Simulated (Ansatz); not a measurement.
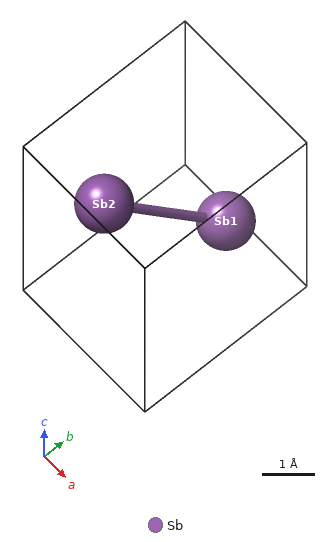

Fig. 1: The structure (ball-and-stick view of the cell of the calculation, set on other vectors, seen at an oblique angle; atoms are numbered from 1 in the order of the input). An atom can appear more than once, as a periodic image. Near neighbours in the periodic cell (some may lie outside the picture): Sb has 12 Sb at 3.20 to 3.41 Å.

**Sb: one change and its effect**

System: Sb (P2₁/m, 2 atoms in the cell).
Method of run A: DFT PBEsol, scalar-relativistic, plane waves, PAW, no spin polarisation (Ansatz 0.2.0).

The structure derives from an entry of the Crystallography Open Database. Text and figures count atoms from 1; the logs count them from 0 in places.

### Input, run A
```yaml
crystal:
  lattice:
    - [3.3690001795, 0.0, 0.0]
    - [-1.6845000898, 2.9176397408, 0.0]
    - [0.0, 0.0, 5.33]
  atoms:
    - { symbol: Sb, position: [0.2739685398, 0.6666666667, 0.25] }
    - { symbol: Sb, position: [0.6666666667, 0.3333333333, 0.75] }
basis:
  ecutwfc: 420
kpoints:
  mp_grid: { grid: [18, 18, 10] }
hamiltonian:
  xc: pbesol
scf:
  occupations: { method: gaussian, width: 0.15 }
output:
  forces: true
  stress: true
  eigenvalues: true
```

Launched with:
```bash
ansatz run input.yaml --threads 1 --pin off --max-ram 2560MiB --backend cpu --events-out ev --progress --plain --runs-dir out
```

Hardware: 1 thread of Arm Neoverse V2, 24 GiB of memory available, shared host.

### Output, shortened to warnings, some set-up lines, iterations and results (run A)
```
Basis set: ecut = 420 eV, 1037 PW (Γ), exchange–correlation on 48×48×72 points (8 copies of the dense FFT grid, shifted against one another)
Symmetry: 4 space group operations
k-points: 984 of 3240
Initial density: superposition of atomic densities (neutral atoms: chi_scale 0, normalization atom), corrected by the library's trained network
[...]
SCF iter   1: F=—  HF=-12815.724497 eV  |F-HF|=—  |Δ(HF+E_count)|=         —  Δρ=2.56e-3  dr2=1.72e-3  ethr=1.77e-3  ⟨swp⟩=5.4  Hψ=87901  notcnv=0
SCF iter   2: F=—  HF=-12815.722468 eV  |F-HF|=—  |Δ(HF+E_count)|=   2.03e-3  Δρ=1.69e-3  dr2=7.71e-4  ethr=5.73e-6  ⟨swp⟩=2.7  Hψ=41384  notcnv=0
SCF iter   3: F=—  HF=-12815.722393 eV  |F-HF|=—  |Δ(HF+E_count)|=   7.51e-5  Δρ=7.62e-4  dr2=1.44e-4  ethr=2.57e-6  ⟨swp⟩=2.0  Hψ=33286  notcnv=0
SCF iter   4: F=—  HF=-12815.722283 eV  |F-HF|=—  |Δ(HF+E_count)|=   1.10e-4  Δρ=1.57e-4  dr2=5.95e-6  ethr=4.80e-7  ⟨swp⟩=2.0  Hψ=33241  notcnv=0
SCF iter   5: F=—  HF=-12815.722279 eV  |F-HF|=—  |Δ(HF+E_count)|=   3.55e-6  Δρ=4.73e-5  dr2=6.15e-7  ethr=1.98e-8  ⟨swp⟩=2.0  Hψ=33314  notcnv=0
SCF iter   6: F=-12815.722279 eV  HF=-12815.722279 eV  |F-HF|=1.04e-7  |Δ(HF+E_count)|=   2.46e-7  Δρ=1.84e-5  dr2=9.13e-8  ethr=3.33e-10  ⟨swp⟩=6.2  Hψ=90618  notcnv=0
SCF 1 converged in 6 iterations: F = -12815.722279 eV  dr2 = 9.13e-8
SCF converged after 6 iterations
Free energy (F): -12815.722279 eV
Harris-Foulkes:  -12815.722279 eV  (|F-HF|=1.04e-7)
Internal energy: -12815.706913 eV  (E = F + TS)
E sigma→0 (E₀):  -12815.714596 eV
Entropy (-TS):   -0.015366 eV (-7.683 meV/atom)
Fermi energy:    11.951756 eV
--- Per-component energies (eV) ---
  E_band       = -278.880411
  E_kinetic    = 414.931611
  E_local      = -2829.239231  (includes V_loc(G=0)·N_el)
  E_nonlocal   = 726.838481
  E_hartree    = 1293.799080
  E_xc         = -275.772117
  E_vxc        = -194.201432  (∫ρ·V_xc dr)
  E_paw        = -8997.468218  (= ΣΔE_a)
  E_vpaw       = -984.789207  (= ΣTr[D̂ρ^β])
  E_aug_tail   = -0.000004  (compensation charges beyond the density's cutoff)
  E_ewald      = -3149.460228
  E_core_change = 0.663714  (= ΣΔE_core)
  E_smearing   = -0.015366  (= −TS)
  E_closure    = -0.000000  (closes the sum)
  Σ components = -12815.722279   (vs F -12815.722279, Δ=0.00e0)
--- Forces (eV/Å), atoms counted from 1 ---
  atom   1  Sb    -0.03541768    -0.01640059     0.00000000
  atom   2  Sb     0.03541768     0.01640059     0.00000000
  max |Σ_I F_I| component: 0.00e0 eV/Å
--- Stress (GPa, compression-positive) ---
       -0.655905       0.505449       0.000000
        0.505449      -0.608928       0.000000
        0.000000       0.000000       1.348536
  P = ⅓ Tr σ = 0.0279 GPa (0.279 kbar)
```

Run B used a changed input.

### The two runs side by side

| quantity | run A | run B |
| --- | --- | --- |
| outcome | converged | converged |
| free energy per atom (eV) | −6407.8611 | −6407.8560 |
| energy per atom, smearing taken to zero (eV) | −6407.8573 | −6407.8520 |
| gap on the mesh (eV) | 0.00 | 0.00 |
| pressure (GPa) | 0.03 | 0.17 |
| largest force (eV/Å) | 0.039 | 0.139 |
| SCF iterations | 6 | 6 |
| irreducible k-points | 984 | 1624 |
| plane waves at Γ | 1037 | 1037 |
| wall time (shared host) | 34 s | 55 s |

What was changed in the input?

The change (lines with − go, lines with + come):
```diff
-    - { symbol: Sb, position: [0.2739685398, 0.6666666667, 0.25] }
+    - { symbol: Sb, position: [0.3036509366, 0.6666666667, 0.2312382739] }
```

With the same functional and potentials, run B lies 5.1 meV per atom higher. The largest force goes from 0.039 to 0.139 eV/Å. The number of SCF iterations is the same. The irreducible k-points go from 984 to 1624. On the same kind of shared host run B took about 1.6 times as long.

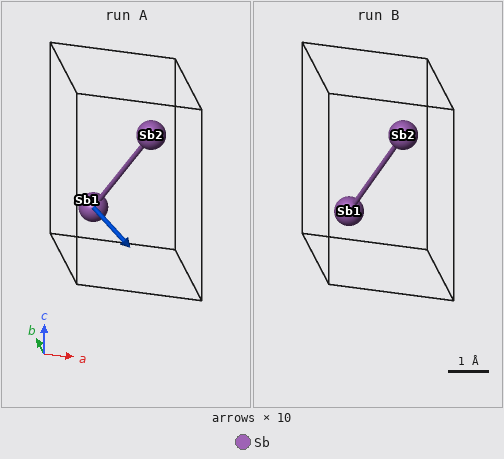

Fig. 2: The two input geometries at one scale (ball-and-stick view of the cell of the calculation, seen at an oblique angle). The blue arrows on the first give the shifts of the atoms relative to the cell, magnified 10 times. Sb1 moves most: 0.14 Å. The lattice vectors keep their values. Among the contacts that change: Sb1–Sb2 3.406 → 3.273 Å.

### Output, shortened to warnings, some set-up lines, iterations and results (run B)
```
Basis set: ecut = 420 eV, 1037 PW (Γ), exchange–correlation on 48×48×72 points (8 copies of the dense FFT grid, shifted against one another)
Symmetry: 2 space group operations
k-points: 1624 of 3240
Initial density: superposition of atomic densities (neutral atoms: chi_scale 0, normalization atom), corrected by the library's trained network
[...]
SCF iter   1: F=—  HF=-12815.714325 eV  |F-HF|=—  |Δ(HF+E_count)|=         —  Δρ=2.58e-3  dr2=1.86e-3  ethr=1.77e-3  ⟨swp⟩=5.4  Hψ=145220  notcnv=0
SCF iter   2: F=—  HF=-12815.712263 eV  |F-HF|=—  |Δ(HF+E_count)|=   2.06e-3  Δρ=1.70e-3  dr2=8.49e-4  ethr=6.21e-6  ⟨swp⟩=2.5  Hψ=64111  notcnv=0
SCF iter   3: F=—  HF=-12815.712166 eV  |F-HF|=—  |Δ(HF+E_count)|=   9.70e-5  Δρ=7.47e-4  dr2=1.41e-4  ethr=2.83e-6  ⟨swp⟩=2.0  Hψ=54991  notcnv=0
SCF iter   4: F=—  HF=-12815.712060 eV  |F-HF|=—  |Δ(HF+E_count)|=   1.06e-4  Δρ=8.32e-5  dr2=4.36e-6  ethr=4.69e-7  ⟨swp⟩=2.0  Hψ=54980  notcnv=0
SCF iter   5: F=—  HF=-12815.712058 eV  |F-HF|=—  |Δ(HF+E_count)|=   1.19e-6  Δρ=3.00e-5  dr2=7.31e-7  ethr=1.45e-8  ⟨swp⟩=1.9  Hψ=45260  notcnv=0
SCF iter   6: F=-12815.712058 eV  HF=-12815.712058 eV  |F-HF|=2.65e-8  |Δ(HF+E_count)|=   8.86e-8  Δρ=7.59e-6  dr2=4.86e-8  ethr=3.33e-10  ⟨swp⟩=4.4  Hψ=129276  notcnv=0
SCF 1 converged in 6 iterations: F = -12815.712058 eV  dr2 = 4.86e-8
SCF converged after 6 iterations
Free energy (F): -12815.712058 eV
Harris-Foulkes:  -12815.712058 eV  (|F-HF|=2.65e-8)
Internal energy: -12815.695966 eV  (E = F + TS)
E sigma→0 (E₀):  -12815.704012 eV
Entropy (-TS):   -0.016092 eV (-8.046 meV/atom)
Fermi energy:    11.959792 eV
--- Per-component energies (eV) ---
  E_band       = -278.936323
  E_kinetic    = 415.007269
  E_local      = -2834.952924  (includes V_loc(G=0)·N_el)
  E_nonlocal   = 726.852986
  E_hartree    = 1296.604568
  E_xc         = -275.798517
  E_vxc        = -194.236442  (∫ρ·V_xc dr)
  E_paw        = -8997.481683  (= ΣΔE_a)
  E_vpaw       = -984.813474  (= ΣTr[D̂ρ^β])
  E_aug_tail   = -0.000004  (compensation charges beyond the density's cutoff)
  E_ewald      = -3146.591374
  E_core_change = 0.663714  (= ΣΔE_core)
  E_smearing   = -0.016092  (= −TS)
  E_closure    = 0.000000  (closes the sum)
  Σ components = -12815.712058   (vs F -12815.712058, Δ=0.00e0)
--- Forces (eV/Å), atoms counted from 1 ---
  atom   1  Sb    -0.01852949    -0.00275528     0.13770206
  atom   2  Sb     0.01852949     0.00275528    -0.13770206
  max |Σ_I F_I| component: 0.00e0 eV/Å
--- Stress (GPa, compression-positive) ---
       -0.313855       0.277917       0.008469
        0.277917      -0.295405       0.000650
        0.008469       0.000650       1.133970
  P = ⅓ Tr σ = 0.1749 GPa (1.749 kbar)
```
